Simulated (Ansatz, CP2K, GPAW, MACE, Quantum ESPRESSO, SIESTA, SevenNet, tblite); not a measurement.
**CP2K runs on twisted graphene bilayer, 46.83° (76 atoms)**

How do the settings of CP2K change the result for twisted graphene bilayer, 46.83° (76 atoms)? A plane-wave run serves as the yardstick.

Program: CP2K 2026.2. Level of theory: the method is named at each step. Results are calculated unless marked as measured.

## (1) The starting structure

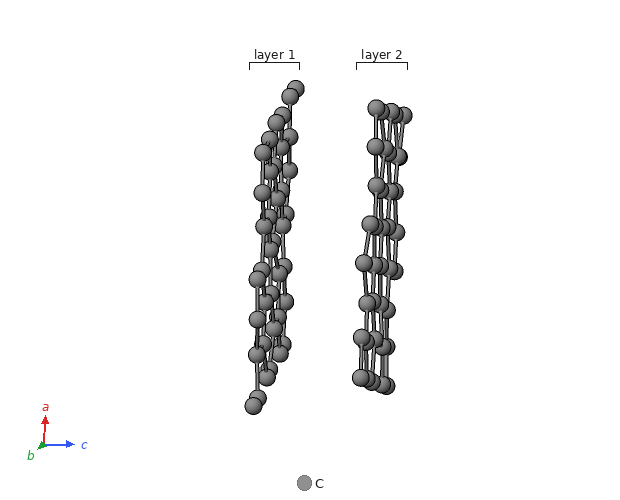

The cell as given, from the side, with the c axis across the page (carbon grey).

The cell holds 76 atoms: 76 C. Cell: a = 10.723 Å, b = 10.723 Å, c = 15.530 Å, α = 90.0°, β = 90.0°, γ = 120.0°. It derives from C (graphene). Graphene (a = 2.46 Å) under graphene (a = 2.46 Å), bilayer, commensurate cell of 19 unit cells a layer, twist 46.83 deg; facing planes 3.53 Å apart as built; 12 Å of vacuum; minimised with a classical potential. Then every atom was moved at random, 0.05 Å r.m.s. a Cartesian component. Regions: layer 1, 38 atoms (38 C); layer 2, 38 atoms (38 C). Vacuum lies along c.

The yardstick, on the same geometry:

* method: Kohn-Sham DFT, PBE, PAW, plane waves (Ansatz 0.2.0); cutoff 420 eV, Γ point, fermi-dirac smearing of 0.05 eV; PAW set soft_2
* r.m.s. force component: 2.977 eV/Å
* longest force: 12.8 eV/Å
* SCF cycles: 9
* time: 6.7 s on 8 threads of Arm Neoverse V2, shared host
* CPU time: 45 s

## (2) PBE, DZVP-MOLOPT-SR, 450/50 Ry, diagonalisation

Method: Kohn-Sham DFT, PBE, GTH-PBE pseudopotentials, Gaussian and plane waves, DZVP-MOLOPT-SR-GTH, diagonalisation.

Input file input.inp:

```
&GLOBAL
  PROJECT cell
  RUN_TYPE ENERGY_FORCE
  PRINT_LEVEL LOW
&END GLOBAL
&FORCE_EVAL
  METHOD QS
  &DFT
    BASIS_SET_FILE_NAME BASIS_MOLOPT
    POTENTIAL_FILE_NAME GTH_POTENTIALS
    &MGRID
      CUTOFF 450
      REL_CUTOFF 50
    &END MGRID
    &QS
      EPS_DEFAULT 1.0E-12
    &END QS
    &SCF
      SCF_GUESS ATOMIC
      EPS_SCF 1.0E-06
      MAX_SCF 200
      ADDED_MOS 34
      &DIAGONALIZATION
        ALGORITHM STANDARD
      &END DIAGONALIZATION
      &SMEAR ON
        METHOD FERMI_DIRAC
        ELECTRONIC_TEMPERATURE [K] 580
      &END SMEAR
      &MIXING
        METHOD BROYDEN_MIXING
        ALPHA 0.15
        NBROYDEN 8
      &END MIXING
      &PRINT
        &RESTART OFF
        &END RESTART
      &END PRINT
    &END SCF
    &XC
      &XC_FUNCTIONAL PBE
      &END XC_FUNCTIONAL
    &END XC
    &PRINT
      &MULLIKEN ON
      &END MULLIKEN
      &LOWDIN ON
      &END LOWDIN
      &MO ON
        EIGENVALUES T
        OCCUPATION_NUMBERS T
        MO_INDEX_RANGE 141 164
        &EACH
          QS_SCF 0
        &END EACH
        ADD_LAST NUMERIC
      &END MO
    &END PRINT
  &END DFT
  &SUBSYS
    &CELL
      A 10.72290 0.00000 0.00000
      B -5.36145 9.28630 0.00000
      C 0.00000 0.00000 15.53000
    &END CELL
    &TOPOLOGY
      COORD_FILE_NAME structure.xyz
      COORD_FILE_FORMAT XYZ
    &END TOPOLOGY
    &KIND C
      BASIS_SET DZVP-MOLOPT-SR-GTH-q4
      POTENTIAL GTH-PBE-q4
    &END KIND
  &END SUBSYS
  &PRINT
    &FORCES ON
    &END FORCES
  &END PRINT
&END FORCE_EVAL
```

Input file structure.xyz:

```xyz
76

C -2.26141 7.13717 5.99613
C -1.39226 6.08104 6.05934
C 2.76565 0.35381 6.06990
C -1.69899 8.55055 6.11199
C 0.53984 1.24854 6.08326
C 1.40245 0.08766 6.03294
C 0.23789 3.73801 6.12705
C 1.17512 2.60666 6.10810
C -0.01930 6.25339 6.06804
C 0.84309 5.03364 6.10391
C -0.31166 8.56856 6.04226
C 0.45819 7.59229 6.05810
C 2.60808 2.77298 6.08667
C 3.38763 1.63801 6.09879
C 2.26570 5.28140 6.03527
C 3.05099 4.20484 5.97812
C 1.93591 7.70206 6.06773
C 2.83953 6.46735 6.06571
C 7.12124 0.80354 6.01586
C 2.52010 8.94921 6.09149
C 4.73700 1.79569 6.01073
C 5.61901 0.75943 5.97827
C 4.53943 4.21097 6.05111
C 5.38853 3.01238 6.04133
C 4.29168 6.75160 6.05996
C 5.09751 5.45709 6.03061
C 3.86287 9.05646 6.05390
C 4.80665 8.02949 6.13357
C 6.76620 3.27463 5.98495
C 7.65063 2.15934 6.11618
C 6.44200 5.77589 6.06975
C 7.29581 4.51361 6.11571
C -4.50946 8.13043 6.08403
C -3.69527 6.96575 6.08310
C 9.00284 2.26623 6.08093
C 9.83295 1.07545 6.11556
C -1.90766 4.70676 6.08807
C -1.09872 3.57030 6.02580
C 7.83828 0.34554 9.41553
C 7.26798 1.61136 9.51942
C 6.16797 4.20809 9.48790
C 5.67633 5.58376 9.52067
C 5.95984 1.78938 9.50032
C 5.39464 3.00050 9.48153
C 0.25220 8.64257 9.38789
C 5.08630 0.62014 9.49163
C 4.15839 5.72380 9.46538
C 3.72733 6.97559 9.47578
C 4.04248 3.23693 9.48603
C 3.37728 4.59208 9.45140
C 3.66439 0.76863 9.51896
C 3.13307 2.10270 9.49256
C 2.20693 7.19363 9.51197
C 1.63991 8.57042 9.51632
C 1.99108 4.73165 9.48262
C 1.39403 6.05439 9.43479
[... 16 atom lines left out ...]
C 8.20500 2.68959 9.46554
C 7.68505 4.02385 9.48976
C 6.44795 6.66283 9.45311
C 5.95855 7.96180 9.44286
```

The run is started by

```bash
$ OMP_NUM_THREADS=2 cp2k.psmp -i input.inp > output.txt
```

Numbers of over 12 decimals in the logs are rounded to 6 here.

The program printed:

```text
CP2K| version string:                                       CP2K version 2026.2
 CP2K| Input file name                                                 input.inp
 GLOBAL| Basis set file name                                        BASIS_MOLOPT
 GLOBAL| Potential file name                                      GTH_POTENTIALS
 GLOBAL| Run type                                                   ENERGY_FORCE
 GLOBAL| Total number of message passing processes                             1
 GLOBAL| Number of threads for this process                                    2
 TOTAL NUMBERS AND MAXIMUM NUMBERS
  Total number of            - Atomic kinds:                                   1
                             - Atoms:                                         76
                             - Shell sets:                                    76
                             - Shells:                                       380
                             - Primitive Cartesian functions:                380
                             - Cartesian basis functions:                   1064
                             - Spherical basis functions:                    988
  Maximum angular momentum of- Orbital basis functions:                        2
                             - Local part of the GTH pseudopotential:          2
                             - Non-local part of the GTH pseudopotential:      0
 SCF PARAMETERS         Density guess:                                    ATOMIC
                        max_scf:                                             200
                        eps_scf:                                        1.00E-06
                        added MOs                                        34    0
                        Mixing method:                            BROYDEN_MIXING
                                                charge density mixing in g-space
                        Smear method:                                FERMI_DIRAC
                        Electronic temperature [K]:                        580.0
                        Electronic temperature [a.u.]:                  1.84E-03
                        Accuracy threshold:                             1.00E-10
 Extrapolation method: initial_guess
 Number of electrons:                                                        304
 Number of occupied orbitals:                                                152
 Number of molecular orbitals:                                               186
 Number of orbital functions:                                                988
 Number of independent orbital functions:                                    988
 SCF WAVEFUNCTION OPTIMIZATION
  Step     Update method      Time    Convergence         Total energy    Change
     1 NoMix/Diag. 0.15E+00    3.9     0.92775661      -429.8958037768 -4.30E+02
     2 Broy./Diag. 0.15E+00    6.1     0.02118816      -413.2506764139  1.66E+01
     3 Broy./Diag. 0.15E+00    6.1     0.07754420      -428.0137801405 -1.48E+01
     4 Broy./Diag. 0.15E+00    6.4     0.01820655      -434.2335139123 -6.22E+00
     5 Broy./Diag. 0.15E+00    6.3     0.01704656      -433.8666891384  3.67E-01
     6 Broy./Diag. 0.15E+00    6.2     0.00532383      -433.1599221219  7.07E-01
     7 Broy./Diag. 0.15E+00    6.6     0.00257272      -432.6563608490  5.04E-01
[...]
21 Broy./Diag. 0.15E+00    6.5     0.00000323      -432.5419228122 -7.97E-05
    22 Broy./Diag. 0.15E+00    6.4     0.00000138      -432.5419423657 -1.96E-05
    23 Broy./Diag. 0.15E+00    6.4     0.00000051      -432.5419442701 -1.90E-06
  *** SCF run converged in    23 steps ***
  Electronic density on regular grids:       -303.9999999999        0.0000000001
  Core density on regular grids:              303.9999999997       -0.0000000003
  Total charge density on r-space grids:       -0.0000000002
  Total charge density g-space grids:          -0.0000000002
  Overlap energy of the core charge distribution:               3.74342e-05
  Self energy of the core charge distribution:              -1013.460602
  Core Hamiltonian energy:                                    319.214538
  Hartree energy:                                             395.008867
  Exchange-correlation energy:                               -133.304784
  Electronic entropic energy:                                  -0.000000
  Fermi energy:                                                 0.000861461
  Total energy:                                              -432.541944
  Total energy (extrapolated to T->0):                       -432.541944
 MO| EIGENVALUES AND OCCUPATION NUMBERS
 MO|
 MO|  Index      Eigenvalue [a.u.]        Eigenvalue [eV]             Occupation
 MO|    141              -0.102207              -2.781207               2.000000
 MO|    142              -0.098786              -2.688114               2.000000
 MO|    143              -0.096741              -2.632457               2.000000
 MO|    144              -0.094433              -2.569655               2.000000
 MO|    145              -0.090736              -2.469064               2.000000
 MO|    146              -0.086359              -2.349940               2.000000
[...]
MO|    162               0.085537               2.327575               0.000000
 MO|    163               0.087401               2.378297               0.000000
 MO|    164               0.090891               2.473259               0.000000
 MO| Sum:                                                             304.000000
 MO| E(Fermi):            0.000861 a.u.          0.023442 eV
 !-----------------------------------------------------------------------------!
                     Mulliken Population Analysis
 #  Atom  Element  Kind  Atomic population                           Net charge
       1     C        1          3.997380                              0.002620
       2     C        1          3.998775                              0.001225
       3     C        1          4.007228                             -0.007228
       4     C        1          3.992619                              0.007381
       5     C        1          3.996563                              0.003437
       6     C        1          4.000697                             -0.000697
[...]
# Total charge                            304.000000                 -0.000000
 !-----------------------------------------------------------------------------!
 LOWDIN POPULATION ANALYSIS
 #  Atom  Element  Kind  Atomic population                           Net charge
[...]
74     C        1          3.958760                              0.041240
      75     C        1          4.013493                             -0.013493
      76     C        1          3.991222                              0.008778
 # Total charge                            304.000000                  0.000000
 ENERGY| Total FORCE_EVAL ( QS ) energy [hartree]           -432.541931
 FORCES| Atomic forces [hartree/bohr]
 FORCES|   Atom     x               y               z               |f|
 FORCES|      1 -2.50842500E-02  7.31875864E-02  2.60163438E-02   8.16240930E-02
 FORCES|      2 -1.38120591E-02 -6.59177354E-02 -2.51827371E-03   6.73963094E-02
 FORCES|      3  5.06521321E-02 -9.92299414E-03  3.47900115E-03   5.17320765E-02
 FORCES|      4 -4.17528806E-02 -8.35191619E-02 -2.50293594E-02   9.66706899E-02
 FORCES|      5  1.24883874E-02  2.25860988E-02 -6.03419871E-04   2.58158051E-02
 FORCES|      6 -1.33832149E-02  7.06200532E-02  8.77097835E-03   7.24101679E-02
[...]
FORCES|     74 -7.35727909E-02  3.81656690E-02 -2.66621334E-03   8.29257652E-02
 FORCES|     75  9.93487491E-02  3.15201117E-02  2.53032746E-03   1.04259743E-01
 FORCES|     76 -3.17622544E-02  5.40071179E-02  1.98327927E-02   6.57187131E-02
 FORCES| Sum    -2.11685027E-04 -7.11782853E-05  6.73357634E-05
 FORCES| Total atomic force                                       2.33261664E-04
```

Wall time 2.6 min (2 threads of Arm Neoverse V2, shared host); peak memory 2.9 GiB.

Banners, paths, timers and routine set-up lines are dropped from the logs unmarked, and long logs keep their key lines alone; longer cuts are marked.

Against the reference:

```yaml
r_m_s_force_component: 3.024 eV/Å
r_m_s_difference_of_force_components: 53.32 meV/Å
longest_difference_of_force_vectors: 183.5 meV/Å
force_difference_over_r_m_s_force: 1.791 %
slope_of_forces_against_the_reference_s: 1.016
correlation_of_force_components: 1
```

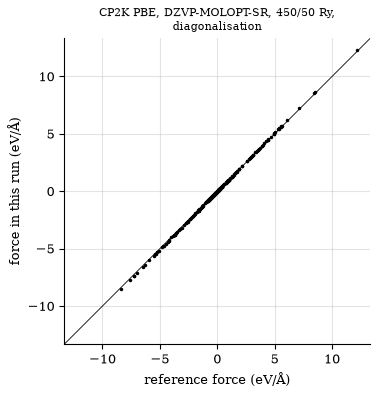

Force components against those of the reference; the line marks equality.

A closer look about C26, picked at random: 10 atoms, nearest first, numbered in the order of the input, with positions taken from that point.

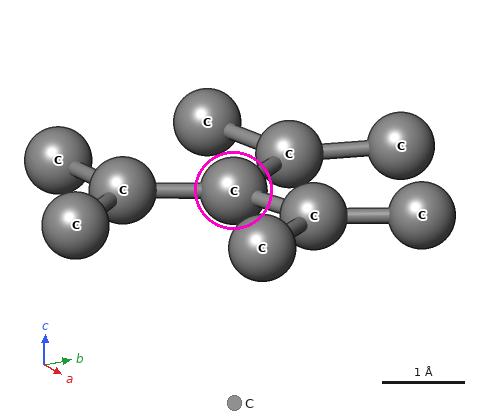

The atoms of the table, within 2.6 Å (arrows a, b, c point along x, y, z); some may hide others; the central atom is ringed.

```tsv
atom	x	y	z	distance (Å)	bonds	Mulliken charge (e)	Fx	Fy	Fz (eV/Å)
C26	0.00	0.00	0.00	0.00	3	0.01	-0.85	5.72	0.36
C23	-0.56	-1.25	0.02	1.37	3	-0.01	-1.84	-0.76	-0.70
C31	1.34	0.32	0.04	1.38	3	0.01	1.79	-7.69	0.23
C25	-0.81	1.29	0.03	1.53	3	0.02	-2.73	-5.44	0.05
C32	2.20	-0.94	0.09	2.39	3	0.01	3.15	5.14	-0.95
C16	-2.05	-1.25	-0.05	2.40	3	0.01	5.00	-7.34	1.01
C34	1.93	1.51	0.05	2.45	3	-0.02	1.97	3.66	-0.55
C24	0.29	-2.44	0.01	2.46	3	0.00	-2.40	4.44	-0.50
C18	-2.26	1.01	0.04	2.47	3	0.00	0.86	8.66	-0.14
C28	-0.29	2.57	0.10	2.59	3	-0.01	-0.38	-1.92	-0.89
```

Forces lie 1.8 % from the reference's, at 6.5 times its CPU time (on 2 against 8 cores).

## (3) GFN1-xTB, diagonalisation

Method: GFN1-xTB tight binding (the program's own implementation), diagonalisation.

Input file input.inp:

```
&GLOBAL
  PROJECT cell
  RUN_TYPE ENERGY_FORCE
  PRINT_LEVEL LOW
&END GLOBAL
&FORCE_EVAL
  METHOD QS
  &DFT
    &QS
      METHOD XTB
      &XTB
        GFN_TYPE 1
        DO_EWALD T
        CHECK_ATOMIC_CHARGES F
      &END XTB
    &END QS
    &SCF
      SCF_GUESS ATOMIC
      EPS_SCF 1.0E-06
      MAX_SCF 200
      ADDED_MOS 57
      &DIAGONALIZATION
        ALGORITHM STANDARD
      &END DIAGONALIZATION
      &SMEAR ON
        METHOD FERMI_DIRAC
        ELECTRONIC_TEMPERATURE [K] 580
      &END SMEAR
      &MIXING
        METHOD BROYDEN_MIXING
        ALPHA 0.15
        NBROYDEN 8
      &END MIXING
      &PRINT
        &RESTART OFF
        &END RESTART
      &END PRINT
    &END SCF
    &PRINT
      &MULLIKEN ON
      &END MULLIKEN
    &END PRINT
  &END DFT
  &SUBSYS
    &CELL
      A 10.72290 0.00000 0.00000
      B -5.36145 9.28630 0.00000
      C 0.00000 0.00000 15.53000
    &END CELL
    &COORD
      C -2.26141 7.13717 5.99613
      C -1.39226 6.08104 6.05934
      C 2.76565 0.35381 6.06990
      C -1.69899 8.55055 6.11199
      C 0.53984 1.24854 6.08326
      C 1.40245 0.08766 6.03294
      C 0.23789 3.73801 6.12705
      C 1.17512 2.60666 6.10810
      C -0.01930 6.25339 6.06804
      C 0.84309 5.03364 6.10391
      C -0.31166 8.56856 6.04226
      C 0.45819 7.59229 6.05810
      C 2.60808 2.77298 6.08667
      C 3.38763 1.63801 6.09879
      C 2.26570 5.28140 6.03527
      C 3.05099 4.20484 5.97812
      C 1.93591 7.70206 6.06773
      C 2.83953 6.46735 6.06571
      C 7.12124 0.80354 6.01586
      C 2.52010 8.94921 6.09149
[... 52 atom lines left out ...]
      C 8.20500 2.68959 9.46554
      C 7.68505 4.02385 9.48976
      C 6.44795 6.66283 9.45311
      C 5.95855 7.96180 9.44286
    &END COORD
  &END SUBSYS
  &PRINT
    &FORCES ON
    &END FORCES
  &END PRINT
&END FORCE_EVAL
```

The run is started by

```bash
$ OMP_NUM_THREADS=1 cp2k.psmp -i input.inp > output.txt
```

The program printed:

```text
CP2K| version string:                                       CP2K version 2026.2
 CP2K| Input file name                                                 input.inp
 GLOBAL| Basis set file name                                           BASIS_SET
 GLOBAL| Potential file name                                           POTENTIAL
[... lines left out ...]
                        Smear method:                                FERMI_DIRAC
[... lines left out ...]
 Number of electrons:                                                        304
[... lines left out ...]
  Step     Update method      Time    Convergence         Total energy    Change
[... lines left out ...]
  *** SCF run converged in    32 steps ***
[... lines left out ...]
  Fermi energy:                                                -0.361742
  Total energy:                                              -161.263271
  Total energy (extrapolated to T->0):                       -161.263271
[... lines left out ...]
      75     C          1                 3.998600                      0.001400
      76     C          1                 4.004084                     -0.004084
 # Total charge                         304.000000                      0.000000
 ENERGY| Total FORCE_EVAL ( QS ) energy [hartree]           -161.263271
 FORCES| Atomic forces [hartree/bohr]
 FORCES|   Atom     x               y               z               |f|
 FORCES|      1 -2.13671232E-02  7.22463213E-02  2.42449414E-02   7.91448171E-02
 FORCES|      2 -1.47307182E-02 -6.13624038E-02 -4.60154912E-04   6.31074512E-02
 FORCES|      3  4.63664384E-02 -8.47579055E-03  3.80363760E-03   4.72879825E-02
[...]
FORCES|     75  8.89098452E-02  2.90265054E-02  1.20223252E-03   9.35357897E-02
 FORCES|     76 -2.59357565E-02  5.18594217E-02  1.58165470E-02   6.01017990E-02
 FORCES| Sum     2.81025203E-15 -1.59594560E-16 -4.21537805E-15
 FORCES| Total atomic force                                       5.06876701E-15
```

It took 2.2 s on 1 thread; peak memory 0.2 GiB.

Compared with the plane-wave run:

```
r.m.s. force component                  : 2.895 eV/Å
r.m.s. difference of force components   : 169.6 meV/Å
longest difference of force vectors     : 573.4 meV/Å
force difference over r.m.s. force      : 5.698 %
slope of forces against the reference's : 0.9712
correlation of force components         : 0.9987
```

Against the first run (1.8 %), the force difference from the reference is 5.7 %, at 0.0077 times the CPU time (on 1 against 2 cores); the model has changed, so this is no error of the program alone.

[end of part 1 of 4]

[Also dropped from logs without a mark: logging warnings of Python, and SIESTA's first energy breakdown and zero terms.]

[Logs are printed without paths, hosts, clocks, repeated set-up lines and the standing remarks that a program may print on its own settings, such as how far it seeks lower states.]

[Hosts, paths, dates, database ids (printed as entryN), source tags and the programs' standing remarks are cut or masked in the printed files.]
